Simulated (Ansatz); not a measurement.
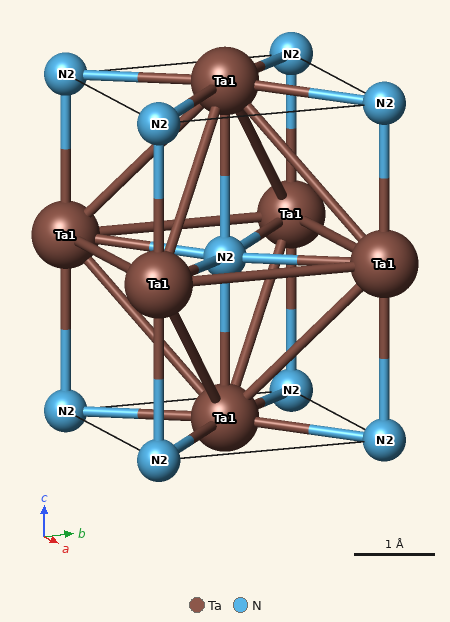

The structure (ball-and-stick view of the cell 2 times as large as that of the calculation, set on its symmetry axes, seen slightly off an axis; atoms are numbered from 1 in the order of the input). An atom can appear more than once, as a periodic image. Near neighbours in the periodic cell (some may lie outside the picture): Ta has 6 N at 2.08 to 2.28 Å and 12 Ta at 3.08 Å; N has 6 Ta at 2.08 to 2.28 Å.

**What a change does: single-point calculation on TaN**

System: TaN (2 atoms in the cell).
Method of run A: DFT r2SCAN, scalar-relativistic, plane waves, PAW, no spin polarisation (Ansatz 0.2.0).

The structure derives from an entry of the Crystallography Open Database. Text and figures count atoms from 1; the logs count them from 0 in places.

### Input, run A
```yaml
crystal:
  lattice:
    - [0.0, 2.179, 2.179]
    - [2.179, 0.0, 2.179]
    - [2.179, 2.179, 0.0]
  atoms:
    - { symbol: Ta, position: [0.4770536944, 0.4770536944, 0.5229463056] }
    - { symbol: "N", position: [0.0, 0.0, 0.0] }
basis:
  ecutwfc: 500
kpoints:
  mp_grid: { grid: [18, 18, 18] }
hamiltonian:
  xc: r2scan
scf:
  occupations: { method: gaussian, width: 0.15 }
output:
  forces: true
  stress: true
  eigenvalues: true
```

Command:
```bash
ansatz run input.yaml --threads 1 --pin off --max-ram 2560MiB --backend cpu --events-out ev --progress --plain --runs-dir out
```

Hardware: 1 thread of Intel Xeon @ 2.70GHz, 189 GiB of memory available, shared host.

### Output, shortened to warnings, some set-up lines, iterations and results (run A)
```
Basis set: ecut = 500 eV, 531 PW (Γ), exchange–correlation on 96×96×96 points (64 copies of the dense FFT grid, shifted against one another)
Symmetry: 8 space group operations
k-points: 480 of 5832 (time reversal used)
Initial density: superposition of atomic densities (neutral atoms: chi_scale 0, normalization atom), corrected by the library's trained network
[...]
SCF iter   1: F=—  HF=-10330.921767 eV  |F-HF|=—  |Δ(HF+E_count)|=         —  Δρ=7.42e-3  dr2=3.32e-3  dr2_τ=1.45e-1  ethr=1.77e-3  ⟨swp⟩=5.6  Hψ=33925  notcnv=0
SCF iter   2: F=—  HF=-10330.997436 eV  |F-HF|=—  |Δ(HF+E_count)|=   7.57e-2  Δρ=6.15e-3  dr2=5.00e-3  dr2_τ=3.67e-4  ethr=1.85e-5  ⟨swp⟩=2.0  Hψ=14720  notcnv=0  defer=12
SCF iter   3: F=—  HF=-10330.997849 eV  |F-HF|=—  |Δ(HF+E_count)|=   4.13e-4  Δρ=3.58e-3  dr2=9.15e-4  dr2_τ=2.31e-4  ethr=1.85e-5  ⟨swp⟩=2.0  Hψ=8581  notcnv=0  defer=12
SCF iter   4: F=—  HF=-10330.998462 eV  |F-HF|=—  |Δ(HF+E_count)|=   6.13e-4  Δρ=2.37e-3  dr2=1.20e-3  dr2_τ=8.37e-5  ethr=5.09e-6  ⟨swp⟩=3.0  Hψ=10747  notcnv=0  defer=12
SCF iter   5: F=—  HF=-10330.998233 eV  |F-HF|=—  |Δ(HF+E_count)|=   2.29e-4  Δρ=1.40e-4  dr2=2.25e-6  dr2_τ=3.55e-7  ethr=5.09e-6  ⟨swp⟩=2.0  Hψ=8424  notcnv=0  defer=12
SCF iter   6: F=—  HF=-10330.998235 eV  |F-HF|=—  |Δ(HF+E_count)|=   1.52e-6  Δρ=6.07e-5  dr2=8.87e-7  dr2_τ=6.62e-8  ethr=1.25e-8  ⟨swp⟩=2.2  Hψ=10917  notcnv=0  defer=12
SCF iter   7: F=—  HF=-10330.998235 eV  |F-HF|=—  |Δ(HF+E_count)|=   1.65e-8  Δρ=3.19e-5  dr2=2.42e-7  dr2_τ=6.30e-9  ethr=4.93e-9  ⟨swp⟩=2.0  Hψ=8445  notcnv=0  defer=12
SCF iter   8: F=-10330.998235 eV  HF=-10330.998235 eV  |F-HF|=2.68e-8  |Δ(HF+E_count)|=   9.47e-9  Δρ=1.53e-5  dr2=5.20e-8  dr2_τ=1.93e-9  ethr=5.56e-10  ⟨swp⟩=4.8  Hψ=20829  …
SCF 1 converged in 8 iterations: F = -10330.998235 eV  dr2 = 5.20e-8
SCF converged after 8 iterations
Free energy (F): -10330.998235 eV
Harris-Foulkes:  -10330.998235 eV  (|F-HF|=2.68e-8)
Internal energy: -10330.989725 eV  (E = F + TS)
E sigma→0 (E₀):  -10330.993980 eV
Entropy (-TS):   -0.008509 eV (-4.255 meV/atom)
Fermi energy:    22.404461 eV
--- Per-component energies (eV) ---
  E_band       = -49.484224
  E_kinetic    = 505.477792
  E_local      = -568.002479  (includes V_loc(G=0)·N_el)
  E_nonlocal   = 60.274618
  E_hartree    = 193.824728
  E_xc         = -266.503854
  E_vxc        = -309.725792  (∫ρ·V_xc dr)
  E_paw        = -8552.707973  (= ΣΔE_a)
  E_vpaw       = -141.170652  (= ΣTr[D̂ρ^β])
  E_aug_tail   = 0.000086  (compensation charges beyond the density's cutoff)
  E_vtau       = 16.014816  (kinetic-family band-sum trace: ∫τ·v_τ [+ j·A + Jᵃ·Aᵃ] dr)
  E_ewald      = -1702.566799
  E_core_change = -0.785845  (= ΣΔE_core)
  E_smearing   = -0.008509  (= −TS)
  E_closure    = 0.000000  (closes the sum)
  Σ components = -10330.998235   (vs F -10330.998235, Δ=0.00e0)
--- Forces (eV/Å), atoms counted from 1 ---
  atom   1  Ta     0.00000000    -0.00000000     0.94730531
  atom   2  N      0.00000000     0.00000000    -0.94737087
  max |Σ_I F_I| component: 6.56e-5 eV/Å
--- Stress (GPa, compression-positive) ---
        9.818439       0.000000       0.000000
        0.000000       9.818439       0.000000
        0.000000      -0.000000      15.110598
  P = ⅓ Tr σ = 11.5825 GPa (115.825 kbar)
```

The input of run B differs as follows (lines with − go, lines with + come):
```diff
-    - { symbol: Ta, position: [0.4770536944, 0.4770536944, 0.5229463056] }
+    - { symbol: Ta, position: [0.4885268472, 0.4885268472, 0.5114731528] }
```

How does run B compare with run A?

With the same functional and potentials, run B lies 17.3 meV per atom lower. The pressure goes from 11.58 to 10.23 GPa. The largest force goes from 0.947 to 0.447 eV/Å. The number of SCF iterations is the same.

### Output, shortened to warnings, some set-up lines, iterations and results (run B)
```
Basis set: ecut = 500 eV, 531 PW (Γ), exchange–correlation on 96×96×96 points (64 copies of the dense FFT grid, shifted against one another)
Symmetry: 8 space group operations
k-points: 480 of 5832 (time reversal used)
Initial density: superposition of atomic densities (neutral atoms: chi_scale 0, normalization atom), corrected by the library's trained network
[...]
SCF iter   1: F=—  HF=-10330.956005 eV  |F-HF|=—  |Δ(HF+E_count)|=         —  Δρ=7.33e-3  dr2=3.39e-3  dr2_τ=1.45e-1  ethr=1.77e-3  ⟨swp⟩=5.6  Hψ=78291  notcnv=0  defer=82
SCF iter   2: F=—  HF=-10331.031981 eV  |F-HF|=—  |Δ(HF+E_count)|=   7.60e-2  Δρ=6.22e-3  dr2=5.13e-3  dr2_τ=3.31e-4  ethr=1.88e-5  ⟨swp⟩=2.0  Hψ=18485  notcnv=0  defer=1193
SCF iter   3: F=—  HF=-10331.032209 eV  |F-HF|=—  |Δ(HF+E_count)|=   2.27e-4  Δρ=3.75e-3  dr2=9.23e-4  dr2_τ=1.67e-4  ethr=1.88e-5  ⟨swp⟩=2.2  Hψ=8908  notcnv=0  defer=1193
SCF iter   4: F=—  HF=-10331.032887 eV  |F-HF|=—  |Δ(HF+E_count)|=   6.78e-4  Δρ=1.61e-3  dr2=5.39e-4  dr2_τ=4.60e-5  ethr=5.13e-6  ⟨swp⟩=2.1  Hψ=9652  notcnv=0  defer=1193
SCF iter   5: F=—  HF=-10331.032801 eV  |F-HF|=—  |Δ(HF+E_count)|=   8.60e-5  Δρ=9.09e-4  dr2=1.92e-4  dr2_τ=5.41e-6  ethr=2.99e-6  ⟨swp⟩=1.0  Hψ=6945  notcnv=0  defer=1193
SCF iter   6: F=—  HF=-10331.032766 eV  |F-HF|=—  |Δ(HF+E_count)|=   3.46e-5  Δρ=3.35e-4  dr2=2.63e-5  dr2_τ=7.98e-7  ethr=1.07e-6  ⟨swp⟩=1.3  Hψ=7425  notcnv=0  defer=1193
SCF iter   7: F=—  HF=-10331.032763 eV  |F-HF|=—  |Δ(HF+E_count)|=   3.35e-6  Δρ=8.18e-5  dr2=1.50e-6  dr2_τ=4.89e-8  ethr=1.46e-7  ⟨swp⟩=2.1  Hψ=8782  notcnv=0  defer=1193
SCF iter   8: F=-10331.032763 eV  HF=-10331.032763 eV  |F-HF|=3.32e-8  |Δ(HF+E_count)|=   1.02e-7  Δρ=1.75e-5  dr2=6.54e-8  dr2_τ=3.08e-9  ethr=5.56e-10  ⟨swp⟩=7.8  Hψ=39668  …
SCF 1 converged in 8 iterations: F = -10331.032763 eV  dr2 = 6.54e-8
SCF converged after 8 iterations
Free energy (F): -10331.032763 eV
Harris-Foulkes:  -10331.032763 eV  (|F-HF|=3.32e-8)
Internal energy: -10331.023772 eV  (E = F + TS)
E sigma→0 (E₀):  -10331.028267 eV
Entropy (-TS):   -0.008991 eV (-4.496 meV/atom)
Fermi energy:    22.422090 eV
--- Per-component energies (eV) ---
  E_band       = -49.481632
  E_kinetic    = 505.275185
  E_local      = -566.387950  (includes V_loc(G=0)·N_el)
  E_nonlocal   = 60.166962
  E_hartree    = 193.110308
  E_xc         = -266.464021
  E_vxc        = -309.654235  (∫ρ·V_xc dr)
  E_paw        = -8552.655187  (= ΣΔE_a)
  E_vpaw       = -141.106415  (= ΣTr[D̂ρ^β])
  E_aug_tail   = 0.000081  (compensation charges beyond the density's cutoff)
  E_vtau       = 16.001880  (kinetic-family band-sum trace: ∫τ·v_τ [+ j·A + Jᵃ·Aᵃ] dr)
  E_ewald      = -1703.283306
  E_core_change = -0.785845  (= ΣΔE_core)
  E_smearing   = -0.008991  (= −TS)
  E_closure    = 0.000000  (closes the sum)
  Σ components = -10331.032763   (vs F -10331.032763, Δ=0.00e0)
--- Forces (eV/Å), atoms counted from 1 ---
  atom   1  Ta     0.00000000     0.00000000     0.44709730
  atom   2  N      0.00000000     0.00000000    -0.44707618
  max |Σ_I F_I| component: 2.11e-5 eV/Å
--- Stress (GPa, compression-positive) ---
        9.786081       0.000000       0.000000
        0.000000       9.786081       0.000000
        0.000000       0.000000      11.125748
  P = ⅓ Tr σ = 10.2326 GPa (102.326 kbar)
```

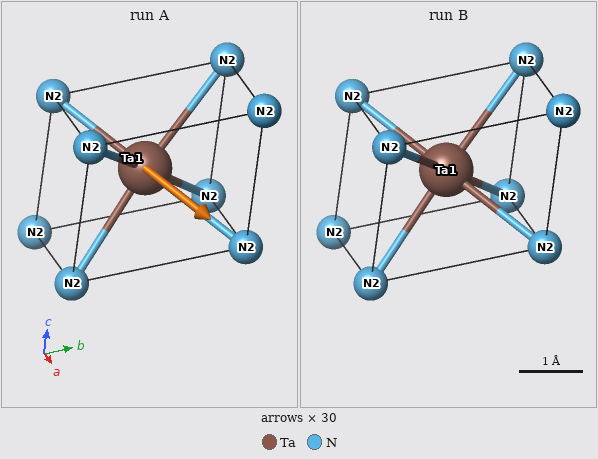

The two input geometries at one scale (ball-and-stick view of the cell of the calculation, seen slightly off an axis). The orange arrows on the first give the shifts of the atoms relative to the cell, magnified 30 times. The largest move is that of Ta1, 0.050 Å. N stays in place. The lattice vectors keep their values. Among the contacts that change: Ta1–N2 2.079 → 2.129 Å.

### The two runs side by side

| quantity | run A | run B |
| --- | --- | --- |
| outcome | converged | converged |
| free energy per atom (eV) | −5165.4991 | −5165.5164 |
| energy per atom, smearing taken to zero (eV) | −5165.4970 | −5165.5141 |
| gap on the mesh (eV) | 0.00 | 0.00 |
| pressure (GPa) | 11.58 | 10.23 |
| largest force (eV/Å) | 0.947 | 0.447 |
| SCF iterations | 8 | 8 |
| irreducible k-points | 480 | 480 |
| plane waves at Γ | 531 | 531 |
| wall time (shared host) | 36 s | 39 s |

For both runs: Spin–orbit coupling is left out, which matters for Ta. For run A: The cell is under a pressure of 11.6 GPa at this level, so it is not at its equilibrium volume. For run B: The cell is under a pressure of 10.2 GPa at this level, so it is not at its equilibrium volume.
